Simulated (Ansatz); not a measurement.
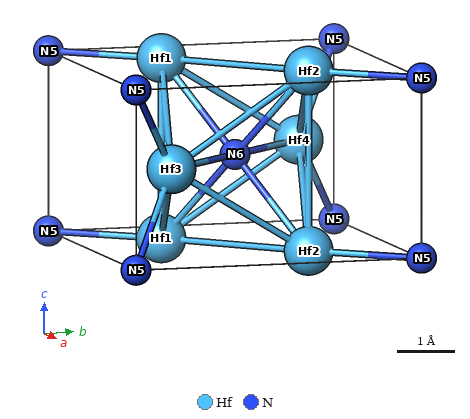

Fig. 1: The structure (ball-and-stick view of the cell of the calculation, seen slightly off an axis; atoms are numbered from 1 in the order of the input).

# Two runs on Hf₂N

System: Hf₂N (Pnnm, 6 atoms in the cell).
Method of run 1: DFT LDA, scalar-relativistic, plane waves, PAW, PAW set soft_1, no spin polarisation (Ansatz 0.2.0).

The structure derives from a Materials Project entry. Text and figures count atoms from 1; the logs count them from 0 in places.

Input, run 1:
```yaml
crystal:
  lattice:
    - [5.2521585898, 0.0, 0.0]
    - [0.0, 5.2521585898, 0.0]
    - [0.0, 0.0, 3.2005839592]
  atoms:
    - { symbol: Hf, position: [0.2816036895, 0.3092031779, 0.0] }
    - { symbol: Hf, position: [0.7183963105, 0.6907968221, 0.0] }
    - { symbol: Hf, position: [0.7816036895, 0.1907968221, 0.5] }
    - { symbol: Hf, position: [0.2183963105, 0.8092031779, 0.5] }
    - { symbol: "N", position: [0.0, 0.0, 0.0] }
    - { symbol: "N", position: [0.5, 0.5, 0.5] }
basis:
  ecutwfc: 520.0
kpoints:
  mp_grid: { grid: [8, 8, 12] }
hamiltonian:
  xc: lda
  pseudopotentials: { kind: paw, azcp: { folder: soft_1 } }
scf:
  occupations: { method: gaussian, width: 0.15 }
output:
  forces: true
  stress: true
  eigenvalues: true
```

Command:
```bash
ansatz run input.yaml --threads 4 --pin off --max-ram 8192MiB --backend cpu --events-out ev --progress --plain --runs-dir out
```

Hardware: 4 threads of Arm Neoverse N1, 98 GiB of memory available, shared host.

Output, shortened to warnings, some set-up lines, iterations and results (run 1):
```
Warning: [file] the record states the generating functional pbe (its physics header spells it `PBE`), which answers neither for hamiltonian.xc's functional nor for the lda family's — results may be inconsistent (PPs are generated against a specific XC)
Warning: [file] the record states the generating functional pbe (its physics header spells it `PBE`), which answers neither for hamiltonian.xc's functional nor for the lda family's — results may be inconsistent (PPs are generated against a specific XC)
Basis set: ecut = 520 eV, 2359 PW (Γ)
Symmetry: 8 space group operations
k-points: 175 of 768
Initial density: superposition of atomic densities (chi_scale 0.1, normalization cell, long waves kept (reshape's long-wave potential 0.00 eV rms))
[...]
SCF iter   1: F=—  HF=-62666.174829 eV  |F-HF|=—  |Δ(HF+E_count)|=         —  Δρ=3.76e-2  dr2=6.86e-1  ethr=3.10e-3  ⟨swp⟩=5.2  Hψ=36922  notcnv=0  defer=140
SCF iter   2: F=—  HF=-62666.109673 eV  |F-HF|=—  |Δ(HF+E_count)|=   6.52e-2  Δρ=2.03e-2  dr2=2.53e-1  ethr=6.02e-4  ⟨swp⟩=1.4  Hψ=14231  notcnv=0  defer=274
SCF iter   3: F=—  HF=-62666.088848 eV  |F-HF|=—  |Δ(HF+E_count)|=   2.08e-2  Δρ=5.47e-3  dr2=4.16e-2  ethr=2.22e-4  ⟨swp⟩=2.0  Hψ=19330  notcnv=0  defer=274
SCF iter   4: F=—  HF=-62666.067264 eV  |F-HF|=—  |Δ(HF+E_count)|=   2.16e-2  Δρ=3.40e-3  dr2=1.23e-2  ethr=3.65e-5  ⟨swp⟩=2.0  Hψ=21151  notcnv=0  defer=274
SCF iter   5: F=—  HF=-62666.064209 eV  |F-HF|=—  |Δ(HF+E_count)|=   3.05e-3  Δρ=1.56e-3  dr2=2.23e-3  ethr=1.08e-5  ⟨swp⟩=2.0  Hψ=17990  notcnv=0  defer=274
SCF iter   6: F=—  HF=-62666.063083 eV  |F-HF|=—  |Δ(HF+E_count)|=   1.13e-3  Δρ=3.70e-4  dr2=1.61e-4  ethr=1.95e-6  ⟨swp⟩=2.0  Hψ=18442  notcnv=0  defer=346
SCF iter   7: F=—  HF=-62666.063079 eV  |F-HF|=—  |Δ(HF+E_count)|=   4.14e-6  Δρ=1.09e-4  dr2=1.83e-5  ethr=1.41e-7  ⟨swp⟩=2.0  Hψ=21284  notcnv=0  defer=370
SCF iter   8: F=—  HF=-62666.063066 eV  |F-HF|=—  |Δ(HF+E_count)|=   1.28e-5  Δρ=3.29e-5  dr2=9.55e-7  ethr=1.61e-8  ⟨swp⟩=2.0  Hψ=18529  notcnv=0  defer=698
SCF iter   9: F=-62666.063066 eV  HF=-62666.063066 eV  |F-HF|=5.13e-8  |Δ(HF+E_count)|=   1.06e-7  Δρ=7.07e-6  dr2=3.59e-8  ethr=8.77e-11  ⟨swp⟩=9.0  Hψ=64298  notcnv=0
SCF 1 converged in 9 iterations: F = -62666.063066 eV  dr2 = 3.59e-8
SCF converged after 9 iterations
Free energy (F): -62666.063066 eV
Harris-Foulkes:  -62666.063066 eV  (|F-HF|=5.13e-8)
Internal energy: -62666.036460 eV  (E = F + TS)
E sigma→0 (E₀):  -62666.049763 eV
Entropy (-TS):   -0.026606 eV (-4.434 meV/atom)
Fermi energy:    19.750537 eV
--- Per-component energies (eV) ---
  E_band       = 253.917552
  E_kinetic    = 1904.313715
  E_local      = -24537.222117  (includes V_loc(G=0)·N_el)
  E_nonlocal   = 368.271039
  E_hartree    = 12006.849123
  E_xc         = -1180.165646
  E_vxc        = -1176.440576  (∫ρ·V_xc dr)
  E_paw        = -30059.940531  (= ΣΔE_a)
  E_vpaw       = -318.694984  (= ΣTr[D̂ρ^β])
  E_aug_tail   = 0.000238  (compensation charges beyond the density's cutoff)
  E_ewald      = -21178.130721
  E_core_change = 9.988440  (= ΣΔE_core)
  E_smearing   = -0.026606  (= −TS)
  E_closure    = -0.000000  (closes the sum)
  Σ components = -62666.063066   (vs F -62666.063066, Δ=0.00e0)
--- Forces (eV/Å), atoms counted from 1 ---
  atom   1  Hf     0.06698067    -0.01219234     0.00000000
  atom   2  Hf    -0.06698067     0.01219234     0.00000000
  atom   3  Hf     0.06698067     0.01219234     0.00000000
  atom   4  Hf    -0.06698067    -0.01219234     0.00000000
  atom   5  N      0.00000000     0.00000000     0.00000000
  atom   6  N      0.00000000     0.00000000     0.00000000
  max |Σ_I F_I| component: 1.39e-17 eV/Å
--- Stress (GPa, compression-positive) ---
       -2.729198       0.000000       0.000000
        0.000000       2.678634       0.000000
        0.000000       0.000000      -0.583520
  P = ⅓ Tr σ = -0.2114 GPa (-2.114 kbar)
```

For run 2 the input was changed thus:
```diff
+  symmetry: { detect: false }
-  ecutwfc: 520.0
+  ecutwfc: "550 eV"
-  mp_grid: { grid: [8, 8, 12] }
+  mp_grid: { grid: [6, 6, 10] }
```

How does run 2 compare with run 1?

The free energy of run 2 is 0.06 meV per atom lower, the joint effect of these numerical settings, which can't be told apart here. The SCF takes 10 iterations against 9. The irreducible k-points go from 175 to 184. The plane waves at Γ go from 2359 to 2569. On the same kind of shared host run 2 took about 2.6 times as long.

Output, shortened to warnings, some set-up lines, iterations and results (run 2):
```
Warning: [file] the record states the generating functional pbe (its physics header spells it `PBE`), which answers neither for hamiltonian.xc's functional nor for the lda family's — results may be inconsistent (PPs are generated against a specific XC)
Warning: [file] the record states the generating functional pbe (its physics header spells it `PBE`), which answers neither for hamiltonian.xc's functional nor for the lda family's — results may be inconsistent (PPs are generated against a specific XC)
Basis set: ecut = 550 eV, 2569 PW (Γ)
Symmetry: 1 space group operations
k-points: 184 of 360 (time reversal used)
Initial density: superposition of atomic densities (chi_scale 0.1, normalization cell, long waves kept (reshape's long-wave potential 0.00 eV rms))
[...]
SCF iter   1: F=—  HF=-62666.178000 eV  |F-HF|=—  |Δ(HF+E_count)|=         —  Δρ=3.76e-2  dr2=6.89e-1  ethr=3.10e-3  ⟨swp⟩=5.3  Hψ=39698  notcnv=0  defer=59
SCF iter   2: F=—  HF=-62666.111730 eV  |F-HF|=—  |Δ(HF+E_count)|=   6.63e-2  Δρ=2.03e-2  dr2=2.55e-1  ethr=6.05e-4  ⟨swp⟩=1.6  Hψ=15180  notcnv=0  defer=292
SCF iter   3: F=—  HF=-62666.093353 eV  |F-HF|=—  |Δ(HF+E_count)|=   1.84e-2  Δρ=5.60e-3  dr2=4.33e-2  ethr=2.24e-4  ⟨swp⟩=2.0  Hψ=20628  notcnv=0  defer=292
SCF iter   4: F=—  HF=-62666.067696 eV  |F-HF|=—  |Δ(HF+E_count)|=   2.57e-2  Δρ=3.44e-3  dr2=1.32e-2  ethr=3.80e-5  ⟨swp⟩=2.0  Hψ=22263  notcnv=0  defer=292
SCF iter   5: F=—  HF=-62666.064586 eV  |F-HF|=—  |Δ(HF+E_count)|=   3.11e-3  Δρ=1.58e-3  dr2=2.30e-3  ethr=1.16e-5  ⟨swp⟩=2.0  Hψ=18959  notcnv=0  defer=292
SCF iter   6: F=—  HF=-62666.063465 eV  |F-HF|=—  |Δ(HF+E_count)|=   1.12e-3  Δρ=3.67e-4  dr2=1.64e-4  ethr=2.02e-6  ⟨swp⟩=2.0  Hψ=19569  notcnv=0  defer=334
SCF iter   7: F=—  HF=-62666.063442 eV  |F-HF|=—  |Δ(HF+E_count)|=   2.27e-5  Δρ=1.10e-4  dr2=1.69e-5  ethr=1.44e-7  ⟨swp⟩=2.0  Hψ=22326  notcnv=0  defer=345
SCF iter   8: F=—  HF=-62666.063433 eV  |F-HF|=—  |Δ(HF+E_count)|=   8.66e-6  Δρ=3.26e-5  dr2=9.57e-7  ethr=1.49e-8  ⟨swp⟩=2.0  Hψ=19887  notcnv=0  defer=737
SCF iter   9: F=—  HF=-62666.063433 eV  |F-HF|=—  |Δ(HF+E_count)|=   9.04e-8  Δρ=7.42e-6  dr2=4.10e-8  ethr=8.77e-11  ⟨swp⟩=9.2  Hψ=67663  notcnv=0
SCF iter  10: F=-62666.063433 eV  HF=-62666.063433 eV  |F-HF|=1.05e-7  |Δ(HF+E_count)|=   8.59e-9  Δρ=4.97e-6  dr2=2.53e-8  ethr=3.59e-11  ⟨swp⟩=4.7  Hψ=45790  notcnv=0
SCF 1 converged in 10 iterations: F = -62666.063433 eV  dr2 = 2.53e-8
SCF converged after 10 iterations
Free energy (F): -62666.063433 eV
Harris-Foulkes:  -62666.063433 eV  (|F-HF|=1.05e-7)
Internal energy: -62666.037320 eV  (E = F + TS)
E sigma→0 (E₀):  -62666.050377 eV
Entropy (-TS):   -0.026113 eV (-4.352 meV/atom)
Fermi energy:    19.779583 eV
--- Per-component energies (eV) ---
  E_band       = 253.829837
  E_kinetic    = 1904.302243
  E_local      = -24537.149332  (includes V_loc(G=0)·N_el)
  E_nonlocal   = 368.267978
  E_hartree    = 12006.784000
  E_xc         = -1180.162548
  E_vxc        = -1176.436204  (∫ρ·V_xc dr)
  E_paw        = -30059.937572  (= ΣΔE_a)
  E_vpaw       = -318.719492  (= ΣTr[D̂ρ^β])
  E_aug_tail   = 0.000190  (compensation charges beyond the density's cutoff)
  E_ewald      = -21178.130721
  E_core_change = 9.988440  (= ΣΔE_core)
  E_smearing   = -0.026113  (= −TS)
  E_closure    = -0.000000  (closes the sum)
  Σ components = -62666.063433   (vs F -62666.063433, Δ=0.00e0)
--- Forces (eV/Å), atoms counted from 1 ---
  atom   1  Hf     0.07511702    -0.01506300    -0.00000002
  atom   2  Hf    -0.07507530     0.01507807     0.00000001
  atom   3  Hf     0.07506320     0.01508584    -0.00000000
  atom   4  Hf    -0.07510634    -0.01509375     0.00000002
  atom   5  N      0.00003156    -0.00000086     0.00000000
  atom   6  N     -0.00003184    -0.00001002     0.00000000
  max |Σ_I F_I| component: 3.72e-6 eV/Å
--- Stress (GPa, compression-positive) ---
       -2.721512      -0.000086       0.000000
       -0.000086       2.715593      -0.000000
        0.000000      -0.000000      -0.606258
  P = ⅓ Tr σ = -0.2041 GPa (-2.041 kbar)
```

The two runs side by side:

```tsv
quantity	run 1	run 2
outcome	converged	converged
free energy per atom (eV)	−10444.3438	−10444.3439
energy per atom, smearing taken to zero (eV)	−10444.3416	−10444.3417
gap on the mesh (eV)	0.00	0.00
pressure (GPa)	−0.21	−0.20
largest force (eV/Å)	0.068	0.077
SCF iterations	9	10
irreducible k-points	175	184
plane waves at Γ	2359	2569
wall time (shared host)	45 s	1.9 min
```

For both runs: Warnings: the PAW datasets were made with another functional. Spin–orbit coupling is left out, which matters for Hf. For run 2: These settings are looser than, or depart from, a standard set-up, so the numbers are not reference values for this system.
